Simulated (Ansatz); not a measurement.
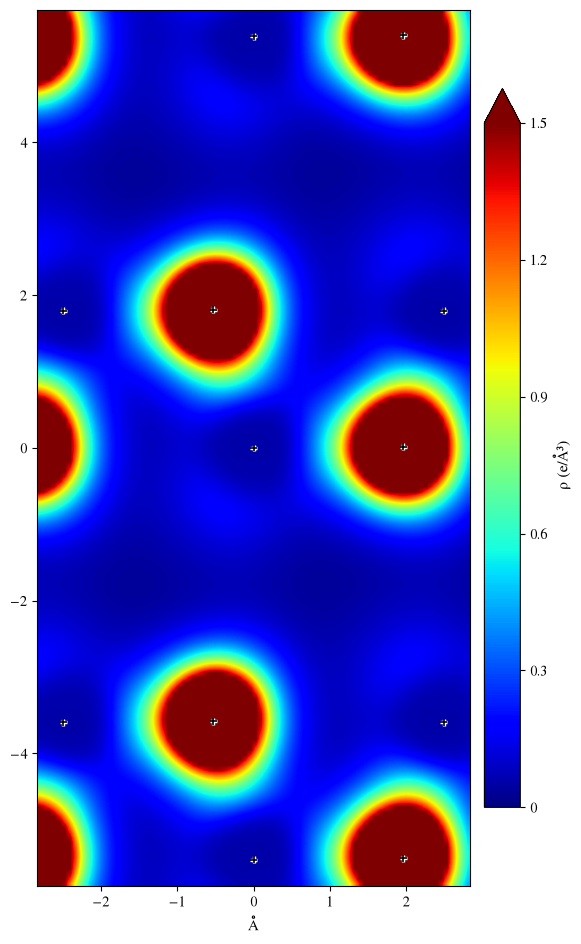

The valence charge density (pseudo) on a plane through atoms (crosses mark nuclei in the plane).

These are results of Ansatz, DFT r2SCAN, scalar-relativistic, plane waves, PAW, not measurements.

Candidates:
A. AlN, a = 3.11 Å, b = 3.11 Å, c = 4.98 Å, α = 90.00°, β = 90.00°, γ = 120.00°. Space group P1; changed on purpose from its base cell (all Al atoms moved -0.075 Å, as atom 1 along Cartesian [1 1 1]); not relaxed (largest force 1.3 eV/Å).
B. GaN, a = 3.18 Å, b = 5.70 Å, c = 5.17 Å, α = 90.00°, β = 90.00°, γ = 90.00°. Space group Cmc2₁; changed on purpose from its base cell (strain +0.0350 x Voigt [0, 1, 0, 0, 0, 0], atoms carried along); not relaxed (largest force 0.4 eV/Å); computed pressure about −5 GPa in this cell.
C. Si, a = 5.44 Å, b = 5.44 Å, c = 5.44 Å, α = 90.00°, β = 90.00°, γ = 90.00°. Space group Fd-3m.

Q: Which system is this?

A: Candidate A: AlN on the (110) plane of the conventional cell, which holds Al and N. Al–N (1.86 Å): ρ is about 0.73 e/Å³ halfway. Al–N (1.89 Å): ρ at the midpoint is about 0.69 e/Å³.
